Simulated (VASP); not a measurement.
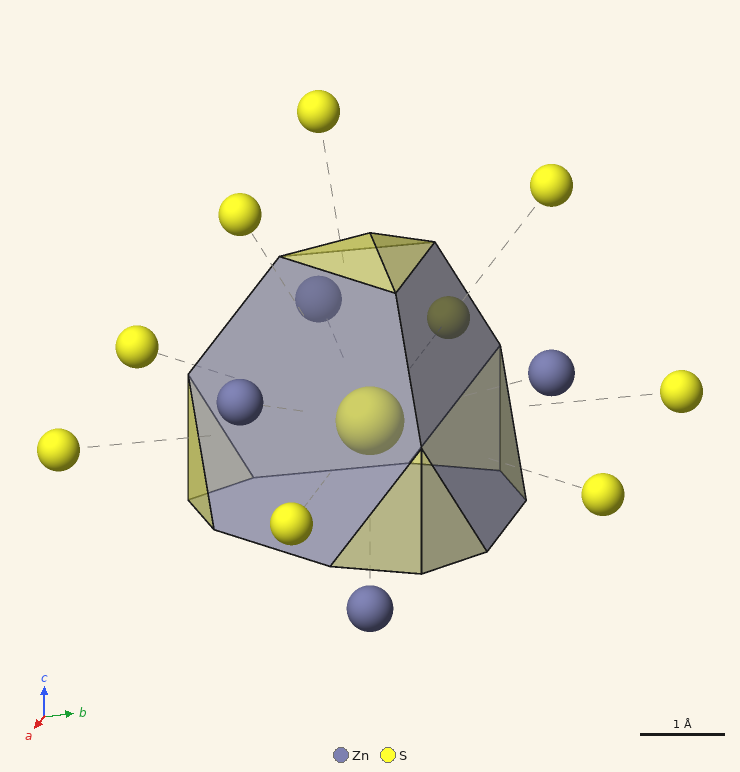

Voronoi–Dirichlet polyhedron, computed geometrically; every face belongs to one neighbour and no atomic radii are used. Central atom: S1 (2b) in ZnS; faces take the colour of the neighbour behind them. Origin: coordinates from a relaxation with VASP Kohn-Sham DFT of a periodic cell, BEEF-vdW, VASP PAW PBE potentials, recommended in VASP.

ZnS, space group P6_3mc (No. 186), a = 3.869 Å, b = 3.869 Å, c = 12.666 Å, α = 90.00°, β = 90.00°, γ = 120.00°

| site | Wyckoff | x | y | z |
| --- | --- | --- | --- | --- |
| Zn1 | 2b | 0.6667 | 0.3333 | 0.7500 |
| Zn2 | 2a | 0.0000 | 0.0000 | 0.5001 |
| S1 | 2b | 0.6667 | 0.3333 | 0.9376 |
| S2 | 2a | 0.0000 | 0.0000 | 0.6873 |

Question: Which neighbours share a face with the central atom?

Answer: 4 Zn (89 % of the solid angle) and 9 S (11 % of the solid angle).

Question: What is the volume of this Voronoi cell?

Answer: 20.7 Å³, against a mean of 20.5 Å³ per atom in this structure.

Question: How many faces does the cell have, and of which kinds?

Answer: 13 faces, index ⟨9,0,0,3,0,0,1⟩.
